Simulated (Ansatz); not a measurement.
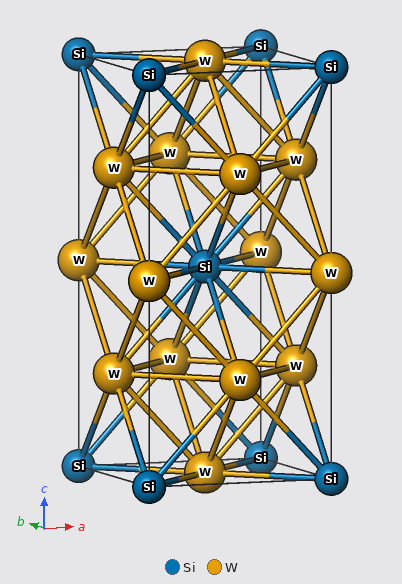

This ball-and-stick model is shown slightly off an axis. One conventional unit cell is framed, with atoms on its boundary repeated.

Bonds are drawn for Si–W up to 3.55 Å, W–W up to 2.98 Å (cut-off distances).

### Determine the stoichiometry.

SiW$_{3}$. The cell holds 2 Si, 6 W, counting shared atoms by their share.

### What lattice type does the structure have?

Body-centred tetragonal.

### Which of the 230 space groups is it?

I4/mmm (No. 139), with Si on 2a, W on 2b and W on 4d.

### What is the coordination of Si?

Each Si has twelve W in a cuboctahedral arrangement.

### What kind of network do the bonds form?

The bonds build a three-dimensional framework.

The cell started as a textbook structure type filled with these elements (whether it is the usual form wasn't checked). A relaxation with DFT PBE, scalar-relativistic, plane waves, PAW in Ansatz 0.2.0 gave the geometry drawn.
